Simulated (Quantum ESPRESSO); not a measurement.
# CdS (Hawleyite): modes at Γ and the response to a field, part 2 of 4

Which modes does CdS (Hawleyite) have at the zone centre?

Quantum ESPRESSO 7.5; DFT LDA, scalar-relativistic, plane waves, PseudoDojo norm-conserving pseudopotentials.

So far. Step 2 (A first look): A gap of 0.86 eV opens on this mesh, so the crystal is taken as an insulator; the start stands at -2.4 GPa. Step 4 (Self-consistent run for the response): The cell stands at 0.002 GPa, close enough for phonons.

## (5) Zone-centre response

At q = 0 one unit cell holds all displacements; symmetry groups them into irreducible representations that are solved one by one. The response to a field gives ε∞ and the Born charges, which polar modes need.

The input, ph.in:

```
phonons
&inputph
   prefix = 'x'
   outdir = './tmp'
   fildyn = 'g.dyn'
   tr2_ph = 1.0d-18
   epsil = .true.
/
0.000000000000 0.000000000000 0.000000000000
```

Command:

```console
$ OMP_NUM_THREADS=1 mpirun -n 4 ph.x -nk 4 -in ph.in > ph.out
```

What it wrote:

```text
[banners, grids, parts of the stress and lines that vanish by symmetry left out]
[banner, memory and clock lines left out]
Program PHONON v.7.5

     ./tmp/x.save/

     IMPORTANT: XC functional enforced from input :
     Exchange-correlation= PW
                           (   1   4   0   0   0   0   0)
     Any further DFT definition will be discarded
     Please, verify this is what you really want

     G-vector sticks info

     Reading collected, re-writing distributed wavefunctions in ./tmp/

     Number and degeneracy of irreps per q-point
       N         xq(1)         xq(2)         xq(3)   N irreps
       1   0.000000000   0.000000000   0.000000000       2
        3   3

     Calculation of q =    0.0000000   0.0000000   0.0000000

     phonons

     bravais-lattice index     =            2
     lattice parameter (alat)  =      10.8842  a.u.
     unit-cell volume          =     322.3471 (a.u.)^3
     number of atoms/cell      =            2
     number of atomic types    =            2
     kinetic-energy cut-off    =     112.0000  Ry
     charge density cut-off    =     448.0000  Ry
     convergence threshold     =      1.0E-18
     beta                      =       0.7000
     number of iterations used =            4
     Exchange-correlation= PW
                           (   1   4   0   0   0   0   0)

     celldm(1)=   10.88415  celldm(2)=    0.00000  celldm(3)=    0.00000
     celldm(4)=    0.00000  celldm(5)=    0.00000  celldm(6)=    0.00000

     crystal axes: (cart. coord. in units of alat)
               a(1) = ( -0.5000  0.0000  0.5000 )
               a(2) = (  0.0000  0.5000  0.5000 )
               a(3) = ( -0.5000  0.5000  0.0000 )

     reciprocal axes: (cart. coord. in units 2 pi/alat)
               b(1) = ( -1.0000 -1.0000  1.0000 )
               b(2) = (  1.0000  1.0000  1.0000 )
               b(3) = ( -1.0000  1.0000 -1.0000 )

     Atoms inside the unit cell:

     Cartesian axes

     site n.  atom      mass           positions (alat units)
        1  Cd    112.4140   tau(    1) = (    0.00000    0.00000    0.00000  )
        2  S      32.0600   tau(    2) = (   -0.25000    0.25000    0.25000  )

     Computing dynamical matrix for
                    q = (   0.0000000   0.0000000   0.0000000 )

     25 Sym.Ops. (with q -> -q+G )

     G cutoff = 1344.3348  (  51493 G-vectors)     FFT grid: ( 54, 54, 54)
     number of k points=    29
                       cart. coord. in units 2pi/alat
        k(    1) = (   0.0000000   0.0000000   0.0000000), wk =   0.0039062
        k(    2) = (  -0.1250000   0.1250000  -0.1250000), wk =   0.0312500
        k(    3) = (  -0.2500000   0.2500000  -0.2500000), wk =   0.0312500
        [... further k-points left out ...]

     PseudoPot. # 1 for Cd read from file:
     ./pseudo/Cd.upf
     Pseudo is Norm-conserving + core correction, Zval = 20.0
     Using radial grid of 1336 points,  6 beta functions with:
                l(1) =   0
                l(2) =   0
                l(3) =   1
                l(4) =   1
                l(5) =   2
                l(6) =   2

     PseudoPot. # 2 for S  read from file:
     ./pseudo/S.upf
     Pseudo is Norm-conserving + core correction, Zval =  6.0
     Using radial grid of 1132 points,  6 beta functions with:
                l(1) =   0
                l(2) =   0
                l(3) =   1
                l(4) =   1
                l(5) =   2
                l(6) =   2

     Mode symmetry, T_d (-43m)  point group:

     Electric field:
     Dielectric constant
     Born effective charges as d Force / d E

     Atomic displacements:
     There are    2 irreducible representations

     Representation     1      3 modes -  To be done

     Representation     2      3 modes -  To be done

     Alpha used in Ewald sum =   2.8000

     Electric Fields Calculation

      iter #   1   av.it.:   8.9
      thresh= 1.000E-02 alpha_mix =  0.700 |ddv_scf|^2 =  4.037E-08

      iter #   2   av.it.:  18.2
      thresh= 2.009E-05 alpha_mix =  0.700 |ddv_scf|^2 =  4.156E-09

      iter #   3   av.it.:  17.7
      thresh= 6.447E-06 alpha_mix =  0.700 |ddv_scf|^2 =  5.900E-11

      iter #   4   av.it.:  18.0
      thresh= 7.681E-07 alpha_mix =  0.700 |ddv_scf|^2 =  2.099E-12

      iter #   5   av.it.:  18.4
      thresh= 1.449E-07 alpha_mix =  0.700 |ddv_scf|^2 =  1.284E-13

      iter #   6   av.it.:  18.3
      thresh= 3.583E-08 alpha_mix =  0.700 |ddv_scf|^2 =  1.456E-15

      iter #   7   av.it.:  18.2
      thresh= 3.816E-09 alpha_mix =  0.700 |ddv_scf|^2 =  1.059E-17

      iter #   8   av.it.:  19.2
      thresh= 3.255E-10 alpha_mix =  0.700 |ddv_scf|^2 =  1.279E-19

     End of electric fields calculation

          Dielectric constant in cartesian axis

          (       7.557421948      -0.000000000      -0.000000000 )
          (      -0.000000000       7.557421948      -0.000000000 )
          (      -0.000000000      -0.000000000       7.557421948 )

          Effective charges (d Force / dE) in cartesian axis without acoustic sum rule applied (asr)

           atom    1  Cd    Mean Z*:        2.15980
      Ex  (        2.15980        0.00000       -0.00000 )
      Ey  (       -0.00000        2.15980       -0.00000 )
      Ez  (       -0.00000       -0.00000        2.15980 )
           atom    2  S     Mean Z*:       -2.18879
      Ex  (       -2.18879        0.00000       -0.00000 )
      Ey  (        0.00000       -2.18879        0.00000 )
      Ez  (       -0.00000       -0.00000       -2.18879 )

          Effective charges Sum: Mean:       -0.02898
             -0.02898       -0.00000       -0.00000
              0.00000       -0.02898       -0.00000
             -0.00000       -0.00000       -0.02898

          Effective charges (d Force / dE) in cartesian axis with asr applied:
           atom    1  Cd    Mean Z*:        2.17429
      E*x (        2.17429       -0.00000       -0.00000 )
      E*y (       -0.00000        2.17429       -0.00000 )
      E*z (       -0.00000       -0.00000        2.17429 )
           atom    2  S     Mean Z*:       -2.17429
      E*x (       -2.17429        0.00000        0.00000 )
      E*y (        0.00000       -2.17429        0.00000 )
      E*z (        0.00000        0.00000       -2.17429 )

     Representation #   1 modes #   1   2   3

     Self-consistent Calculation

      iter #   1   av.it.:   8.6
      thresh= 1.000E-02 alpha_mix =  0.700 |ddv_scf|^2 =  7.136E-08

      iter #   2   av.it.:  18.2
      thresh= 2.671E-05 alpha_mix =  0.700 |ddv_scf|^2 =  9.817E-09

      iter #   3   av.it.:  17.9
      thresh= 9.908E-06 alpha_mix =  0.700 |ddv_scf|^2 =  7.663E-11

      iter #   4   av.it.:  18.0
      thresh= 8.754E-07 alpha_mix =  0.700 |ddv_scf|^2 =  9.991E-13

      iter #   5   av.it.:  18.5
      thresh= 9.996E-08 alpha_mix =  0.700 |ddv_scf|^2 =  6.079E-14

      iter #   6   av.it.:  18.5
      thresh= 2.466E-08 alpha_mix =  0.700 |ddv_scf|^2 =  3.449E-16

[...]
End of self-consistent calculation

     Convergence has been achieved

     Representation #   2 modes #   4   5   6

     Self-consistent Calculation

[...]
iter #   2   av.it.:  19.2
      thresh= 1.957E-04 alpha_mix =  0.700 |ddv_scf|^2 =  5.786E-07

      iter #   3   av.it.:  18.8
      thresh= 7.606E-05 alpha_mix =  0.700 |ddv_scf|^2 =  1.229E-09

      iter #   4   av.it.:  19.0
      thresh= 3.506E-06 alpha_mix =  0.700 |ddv_scf|^2 =  1.134E-10

      iter #   5   av.it.:  19.1
      thresh= 1.065E-06 alpha_mix =  0.700 |ddv_scf|^2 =  2.421E-13

      iter #   6   av.it.:  19.4
      thresh= 4.920E-08 alpha_mix =  0.700 |ddv_scf|^2 =  2.112E-15

      iter #   7   av.it.:  19.0
      thresh= 4.596E-09 alpha_mix =  0.700 |ddv_scf|^2 =  6.385E-17

      iter #   8   av.it.:  18.9
      thresh= 7.991E-10 alpha_mix =  0.700 |ddv_scf|^2 =  5.467E-19

     End of self-consistent calculation

     Convergence has been achieved

     Number of q in the star =    1
     List of q in the star:
          1   0.000000000   0.000000000   0.000000000

          Dielectric constant in cartesian axis

          (       7.557421948      -0.000000000      -0.000000000 )
          (      -0.000000000       7.557421948      -0.000000000 )
          (      -0.000000000      -0.000000000       7.557421948 )

          Effective charges (d Force / dE) in cartesian axis without acoustic sum rule applied (asr)

           atom    1  Cd    Mean Z*:        2.15980
      Ex  (        2.15980        0.00000       -0.00000 )
      Ey  (       -0.00000        2.15980       -0.00000 )
      Ez  (       -0.00000       -0.00000        2.15980 )
           atom    2  S     Mean Z*:       -2.18879
      Ex  (       -2.18879        0.00000       -0.00000 )
      Ey  (        0.00000       -2.18879        0.00000 )
      Ez  (       -0.00000       -0.00000       -2.18879 )

          Effective charges Sum: Mean:       -0.02898
             -0.02898       -0.00000       -0.00000
              0.00000       -0.02898       -0.00000
             -0.00000       -0.00000       -0.02898

          Effective charges (d Force / dE) in cartesian axis with asr applied:
           atom    1  Cd    Mean Z*:        2.17429
      E*x (        2.17429       -0.00000       -0.00000 )
      E*y (       -0.00000        2.17429       -0.00000 )
      E*z (       -0.00000       -0.00000        2.17429 )
           atom    2  S     Mean Z*:       -2.17429
      E*x (       -2.17429        0.00000        0.00000 )
      E*y (        0.00000       -2.17429        0.00000 )
      E*z (        0.00000        0.00000       -2.17429 )

     Diagonalizing the dynamical matrix

     q = (    0.000000000   0.000000000   0.000000000 )

 **************************************************************************
     freq (    1) =       0.023733 [THz] =       0.791646 [cm-1]
     freq (    2) =       0.023733 [THz] =       0.791646 [cm-1]
     freq (    3) =       0.023733 [THz] =       0.791646 [cm-1]
     freq (    4) =       7.311948 [THz] =     243.900315 [cm-1]
     freq (    5) =       7.311948 [THz] =     243.900315 [cm-1]
     freq (    6) =       7.311948 [THz] =     243.900315 [cm-1]
 **************************************************************************

     Mode symmetry, T_d (-43m)  point group:

     freq (   1-   3) =          0.8  [cm-1]   --> T_2  G_15 P_4   I+R
     freq (   4-   6) =        243.9  [cm-1]   --> T_2  G_15 P_4   I+R
```

Run time: 11 min. Hardware: 4 MPI ranks of Arm Neoverse V1, shared host.

Numbers from this step:

| Item | Value |
| --- | --- |
| miss of the charge sum rule | 0.02899 e |
| largest acoustic frequency at the zone centre before the sum rule | 0.79 cm⁻¹ |
| highest optical zone-centre mode (no LO-TO term) | 243.9 cm⁻¹ |
| lowest optical zone-centre mode | 243.9 cm⁻¹ |
| mean high-frequency dielectric constant | 7.557 |
| largest Born charge in size (third of the trace) | 2.189 e |

Born charge (rows field, columns displacement), before the sum rule (e), principal values of the symmetric part by kind of site:

```
atom  atoms with these values    low  middle   high   mean
 Cd1                        1   2.16    2.16   2.16   2.16
  S2                        1  -2.19   -2.19  -2.19  -2.19
```

In full for S2:

```
-2.19  0.00  0.00
 0.00 -2.19  0.00
 0.00  0.00 -2.19
```

High-frequency dielectric tensor:

```
7.56 0.00 0.00
0.00 7.56 0.00
0.00 0.00 7.56
```

The acoustic modes at Γ come out as far as 0.8 cm⁻¹ from zero, where they should vanish, a small numerical error; the Born charges miss their sum rule by 0.029 e, which is fair.

## (6) Modes with the sum rule

A rigid shift of the crystal must cost nothing, but grids and finite bases break this; the acoustic sum rule is imposed before the matrix is diagonalised again. With Born charges the intensities follow, and the static dielectric tensor.

The input, dynmat.in:

```
&input
   fildyn = 'g.dyn'
   asr = 'simple'
   fileig = 'dynmat.eig'
   lperm = .true.
/
```

Command:

```console
$ dynmat.x -in dynmat.in > dynmat.out
```

What it wrote:

```text
[banner, memory and clock lines left out]
Program DYNMAT v.7.5

     Reading Dynamical Matrix from file g.dyn
     ...Force constants read
     ...epsilon and Z* read
     A direction for q was not specified:TO-LO splitting will be absent

     Polarizability (A^3 units)
     multiply by 0.313892 for Clausius-Mossotti correction
        24.925875   -0.000000   -0.000000
        -0.000000   24.925875   -0.000000
        -0.000000   -0.000000   24.925875

     IR activities are in (D/A)^2/amu units

# mode   [cm-1]    [THz]      IR
    1      0.00    0.0000    0.0000
    2      0.00    0.0000    0.0000
    3      0.00    0.0000    0.0000
    4    243.90    7.3120    4.3723
    5    243.90    7.3120    4.3723
    6    243.90    7.3120    4.3723

Electronic dielectric permittivity tensor (relative, adimensional)
         7.557422   -0.000000   -0.000000
        -0.000000    7.557422   -0.000000
        -0.000000   -0.000000    7.557422

 ... with zone-center polar mode contributions
        10.839192    0.000000    0.000000
         0.000000   10.839192    0.000000
         0.000000    0.000000   10.839192
```

The job ended after 0.47 s (1 thread).

Numbers from this step:

```
mean static dielectric constant : 10.84
```

Unit eigenvectors of the mass-weighted matrix after the sum rule; no LO-TO term. Modes at Γ, with each element's share of the kinetic energy:

```
mode  frequency (cm⁻¹)  symmetry  Cd %  S %
   1               0.0  acoustic    78   22
   2               0.0  acoustic    78   22
   3               0.0  acoustic    78   22
   4             243.9        T2    22   78
   5             243.9        T2    22   78
   6             243.9        T2    22   78
```

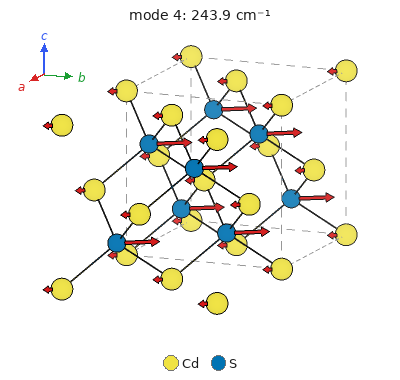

Displacement patterns of mode 4 at Γ; arrows are exaggerated. Bonds to atoms that aren't drawn are left out. 2×1×1 conventional cells are drawn. Some periodic images of atoms are drawn too.

Degenerate modes summed, no LO-TO term. Lines of the infrared spectrum (strongest = 100):

```
position (cm⁻¹)  lines merged  label  IR intensity, relative
            244             3     T2                     100
```

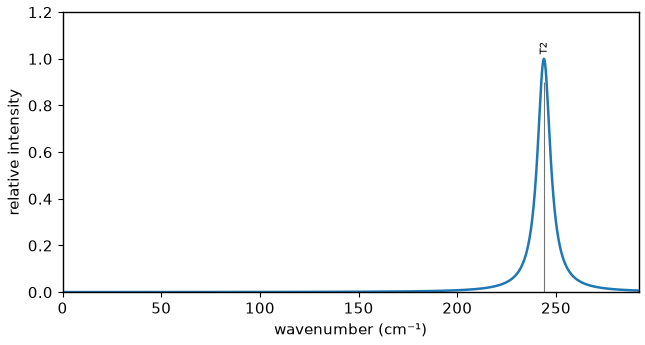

The infrared spectrum, broadened with Lorentzians of width 8 cm⁻¹; bars mark the lines.

Static dielectric tensor (ions relaxed, fixed cell):

```
10.84  0.00  0.00
 0.00 10.84  0.00
 0.00  0.00 10.84
```

The rule moves no optical mode by more than 0.1 cm⁻¹.

## (7) Modes along a direction of q (1 0 0)

A longitudinal polar mode sets up a macroscopic field that stiffens it; the term hangs on the direction from which q goes to zero.

The input, dynmat.in:

```
&input
   fildyn = 'g.dyn'
   asr = 'simple'
   fileig = 'dynmat.eig'
   q(1) = 1.0
   q(2) = 0.0
   q(3) = 0.0
/
```

Command:

```console
$ dynmat.x -in dynmat.in > dynmat.out
```

What it wrote:

```text
[banner, memory and clock lines left out]
Program DYNMAT v.7.5

     Reading Dynamical Matrix from file g.dyn
     ...Force constants read
     ...epsilon and Z* read

     Polarizability (A^3 units)
     multiply by 0.313892 for Clausius-Mossotti correction
        24.925875   -0.000000   -0.000000
        -0.000000   24.925875   -0.000000
        -0.000000   -0.000000   24.925875

     IR activities are in (D/A)^2/amu units

# mode   [cm-1]    [THz]      IR
    1     -0.00   -0.0000    0.0000
    2     -0.00   -0.0000    0.0000
    3      0.00    0.0000    0.0000
    4    243.90    7.3120    4.3723
    5    243.90    7.3120    4.3723
    6    292.10    8.7568    4.3723
```

Run time: 0.45 s. Hardware: 1 thread.

Read from the output:

| Item | Value |
| --- | --- |
| highest mode moved by the LO-TO term | 292.1 cm⁻¹ |

Zone-centre frequencies as printed; negative means imaginary. Modes:

```
mode  frequency (cm⁻¹)
   1                 0
   2                 0
   3                 0
   4             243.9
   5             243.9
   6             292.1
```

The field moves one mode, from 244 to 292 cm⁻¹; the others stay.

## (8) Ground state, volume × 0.94

Bonds stiffen under compression, so frequencies follow the volume; the atoms are not relaxed anew.

The input, scf.in:

```
&control
   calculation = 'scf'
   prefix = 'x'
   outdir = './tmp'
   pseudo_dir = './pseudo'
   tprnfor = .true.
   tstress = .true.
/
&system
   ibrav = 2
   celldm(1) = 10.66196373
   nat = 2
   ntyp = 2
   ecutwfc = 112.0
   occupations = 'fixed'
   nbnd = 15
/
&electrons
   conv_thr = 1.0d-12
   mixing_beta = 0.7
   electron_maxstep = 100
/
ATOMIC_SPECIES
 Cd    112.4140  Cd.upf
 S      32.0600  S.upf
ATOMIC_POSITIONS crystal
 Cd     0.000000000   0.000000000   0.000000000
 S      0.250000000   0.250000000   0.250000000
K_POINTS automatic
 8 8 8 0 0 0
```

Command:

```console
$ OMP_NUM_THREADS=1 mpirun -n 4 pw.x -nk 4 -in scf.in > scf.out
```

What it wrote:

```text
[banners, grids, parts of the stress and lines that vanish by symmetry left out]
[banner, memory and clock lines left out]
Program PWSCF v.7.5

[...]
kinetic-energy cutoff     =     112.0000  Ry
     charge density cutoff     =     448.0000  Ry
     scf convergence threshold =      1.0E-12
[...]
Exchange-correlation= SLA  PW   NOGX NOGC
                           (   1   4   0   0   0   0   0)
[...]
24 Sym. Ops. (no inversion) found
[...]
number of k points=    29
[...]
End of self-consistent calculation
[...]
highest occupied, lowest unoccupied level (ev):     8.2190    9.2860
!    total energy              =    -372.77472135 Ry
[...]
convergence has been achieved in  11 iterations
[...]
atom    1 type  1   force =     0.00000000    0.00000000    0.00000000
     atom    2 type  2   force =     0.00000000    0.00000000    0.00000000
     Total force =     0.000000     Total SCF correction =     0.000000
[...]
total   stress  (Ry/bohr**3)                   (kbar)     P=       48.50
[...]
XML data file, charge density, pseudopotentials, collected wavefunctions
```

Wall time 23 s (4 MPI ranks).

This step gave:

```yaml
volume_per_atom: 22.45 Å³
pressure: 4.85 GPa
gap_on_the_k_mesh: 1.067 eV
```

[end of part 2 of 4]

[Host names and launcher messages were left out of these logs when they were recorded.]

[Logs are printed without paths, hosts, clocks, repeated set-up lines and the standing remarks that a program may print on its own settings, such as how far it seeks lower states.]

[Hosts, paths, dates, database ids (printed as entryN), source tags and the programs' standing remarks are cut or masked in the printed files.]
